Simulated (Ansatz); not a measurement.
# Screening in SnWO4 (Pnna), part 2 of 2

How strongly does SnWO4 (Pnna) screen? Routes: perturbation theory, a sum over states and the RPA step of G0W0.

Ansatz 0.2.0; linear response on r2SCAN, plane waves, PAW. Known limits of the many-body steps: not at the basis limit; no spin-orbit coupling; coarse k mesh.

So far. Step 2 (Response to a homogeneous field): One over ε∞ averages 0.15, under the quarter of exact exchange in PBE0, which by this rule of thumb may open the gap too far. Step 3 (Independent-particle spectrum): The sum gives ε∞ = 6.41, 7.82 and 6.59 without local fields.

**4. RPA screening from the G0W0 run**

G0W0 replaces the xc potential by the self-energy, built once from these orbitals. Only a window of levels is corrected, while the sums run over the empty bands that the input names.

This step: G0W0 on r2SCAN, plane waves, PAW.

The input, input.yaml:

```yaml
crystal:
  lattice:
    - [5.627, 0.0, 0.0]
    - [0.0, 11.6486, 0.0]
    - [0.0, 0.0, 4.9973]
  atoms:
    - { symbol: Sn, position: [0.25, 0.0, 0.2196] }
    - { symbol: Sn, position: [0.25, 0.5, 0.2804] }
    - { symbol: Sn, position: [0.75, 0.0, 0.7804] }
    - { symbol: Sn, position: [0.75, 0.5, 0.7196] }
    - { symbol: W, position: [0.6677, 0.25, 0.25] }
    - { symbol: W, position: [0.8323, 0.75, 0.25] }
    - { symbol: W, position: [0.3323, 0.75, 0.75] }
    - { symbol: W, position: [0.1677, 0.25, 0.75] }
    - { symbol: O, position: [0.3765, 0.2987, 0.9988] }
    - { symbol: O, position: [0.1235, 0.7013, 0.9988] }
    - { symbol: O, position: [0.3765, 0.2013, 0.5012] }
    - { symbol: O, position: [0.1235, 0.7987, 0.5012] }
    - { symbol: O, position: [0.6235, 0.7013, 0.0012] }
    - { symbol: O, position: [0.8765, 0.2987, 0.0012] }
    - { symbol: O, position: [0.6235, 0.7987, 0.4988] }
    - { symbol: O, position: [0.8765, 0.2013, 0.4988] }
    - { symbol: O, position: [0.1019, 0.3961, 0.6037] }
    - { symbol: O, position: [0.3981, 0.6039, 0.6037] }
    - { symbol: O, position: [0.1019, 0.1039, 0.8963] }
    - { symbol: O, position: [0.3981, 0.8961, 0.8963] }
    - { symbol: O, position: [0.8981, 0.6039, 0.3963] }
    - { symbol: O, position: [0.6019, 0.3961, 0.3963] }
    - { symbol: O, position: [0.8981, 0.8961, 0.1037] }
    - { symbol: O, position: [0.6019, 0.1039, 0.1037] }
kpoints:
  mp_grid: { grid: [2, 2, 4] }
hamiltonian:
  xc: r2scan
scf:
  occupations: { method: fixed }
gw:
  n_empty_bands: 977
  ecut_chi: 120.0
  qp_bands: [v4, c4]
  qp_kpoints: band_edges
  screening: { model: contour_deformation }
```

The run is started by

```
> ansatz run input.yaml --threads 24 --pin off --max-ram 82944MiB --backend cuda --events-out ev --progress --plain --runs-dir out --devices 1 --max-vram 78GiB
```

Numbers of over 12 decimals in the logs are rounded to 6 here.

The program printed:

```text
GPUs: using 1 of 1 available (devices: 1).
[...]
Crystal: 24 atoms, lattice volume = 327.556 Å³
Basis set: ecut = 500 eV, 8317 PW (Γ), exchange–correlation on 180×360×160 points (64 copies of the dense FFT grid, shifted against one another)
Bands: 128, of which v1, the nominal top of the filled ones, is band 104 counted from 1 (103 counted from 0)
Symmetry: 8 space group operations
[...]
k-points: 12 of 16
[...]
4   106     10.6153   -15.6681    -4.3067   -20.7739  0.7651    11.4276    11.4143  root
     4   107     11.3047   -15.8024    -4.1792   -20.7617  0.7586    12.0987    12.0848  root
[...]
11   105     10.9976   -15.8297    -4.1817   -20.7897  0.7642    11.7882    11.7759  root
    11   106     10.9976   -15.8297    -4.1817   -20.7897  0.7642    11.7882    11.7759  root
    11   107     11.2893   -16.3215    -4.1197   -21.2782  0.7548    12.1431    12.1263  root
    11   108     11.2893   -16.3215    -4.1197   -21.2782  0.7548    12.1431    12.1263  root
[key lines of the parts left out:]
SCF converged after 9 iterations
```

Elapsed: 62 s, on 1 × NVIDIA GB200 (shared by 2 runs) with 24 threads of Arm Neoverse V2, shared host; peak memory 6.8 GiB.

Numbers from this step:

| Property | Result |
| --- | --- |
| bands summed | 1081 |
| RPA ε∞ on this mesh (eigenvalues) | 5.571, 5.779, 6.803 |
| plane waves in the screening matrix | 995 |
| G0W0 gap on the mesh | 2.586 eV |
| k of the valence top | 0, 0, 0.25 |
| k of the conduction bottom | 0, 0, 0 |
| starting gap on the mesh | 1.507 eV |
| least direct G0W0 gap on the computed points | 2.645 eV |

The gap on the mesh goes from 1.51 eV to 2.59 eV, a correction of +1.08 eV. Between the two edge states, bare exchange in place of the xc potential would open the gap by 7.05 eV, and correlation takes back 5.97 eV.

Mean over the mesh in bins of 0.25 1/Å. Table of static inverse dielectric function, diagonal by length of q+G:

```
length of q+G (Å⁻¹)  static inverse dielectric function, diagonal
               0.29                                         0.181
               0.55                                         0.235
               0.77                                         0.293
               1.01                                         0.361
               1.25                                         0.430
               1.49                                         0.496
               1.76                                         0.565
               2.00                                         0.622
               2.26                                         0.677
               2.51                                         0.723
               2.76                                         0.764
               3.00                                         0.797
               3.26                                         0.826
               3.50                                         0.849
               3.75                                         0.870
               4.00                                         0.887
               4.24                                         0.902
               4.50                                         0.917
               4.75                                         0.929
               5.00                                         0.940
               5.25                                         0.949
               5.49                                         0.957
```

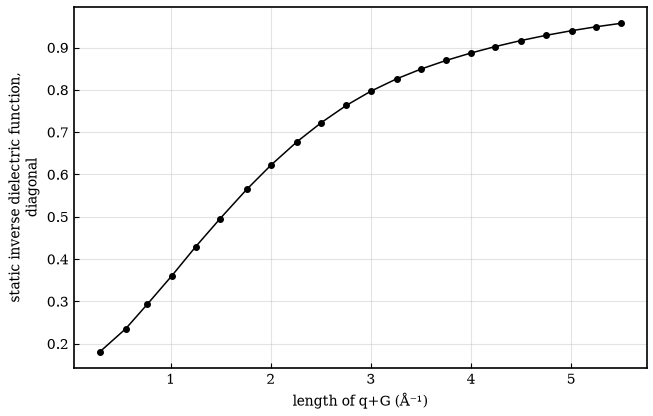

Static inverse dielectric function, diagonal, plotted against length of q+G.

**5. The values together**

Times are wall times on 1 × NVIDIA GB200 (shared by 2 runs) with 24 threads of Arm Neoverse V2, shared host, good to a factor of about two.

```
                                          method                            mesh  ε∞, low  middle  high  mean  time
perturbation theory (local fields and xc kernel)  4×2×4 (response on 256 points)     6.02    6.18  7.32  6.51  33 s
               sum over states (no local fields)                           4×2×6     6.41    6.59  7.82  6.94  20 s
           RPA with local fields, on the GW mesh                           2×2×4     5.57    5.78  6.80  6.05  62 s
```

**6. Results**

| Property | Result |
| --- | --- |
| perturbation theory (local fields and xc kernel) | 6.02, 6.18, 7.32 |
| sum over states (no local fields) | 6.41, 6.59, 7.82 |
| RPA with local fields, on the GW mesh | 5.57, 5.78, 6.80 |

What this shows: Mean Born effective charge: Sn1 3.73, W5 8.11, O9 -2.85, O17 -3.07 e. Distinct peaks of the ε₂ (xx) stand at 2.5 and 4.9 eV; the one at 4.9 eV is strongest. The loss function (xx) has its highest peak at 22.7 eV. The sum without local fields gives 6.94 in the mean against 6.51 by perturbation theory; local fields lower ε∞ and the xc kernel gives part of it back, though the sum also carries the error of its own mesh. The RPA values on the 2×2×4 mesh average 0.93 times those of perturbation theory (means 6.05 and 6.51, which can hide unlike anisotropies). Without the xc kernel RPA should lie a little lower, as the mean does. r2SCAN usually puts the gap too low, which tends to raise ε∞. Ions are clamped, so the lattice part of the static constant is not in these numbers.

[Paths, hosts, dates, memory and timing lines, banners, echoed tables and standing remarks are left out of the program output.]

[Logs are printed without paths, hosts, clocks, repeated set-up lines and the standing remarks that a program may print on its own settings, such as how far it seeks lower states.]

[Runs of the session that timed out or met a known fault of the program may be left out.]

[Cells called generated may have been cut or substituted from an entry of the Crystallography Open Database or the Materials Project.]

[Hosts, paths, dates, database ids (printed as entryN), source tags and the programs' standing remarks are cut or masked in the printed files.]
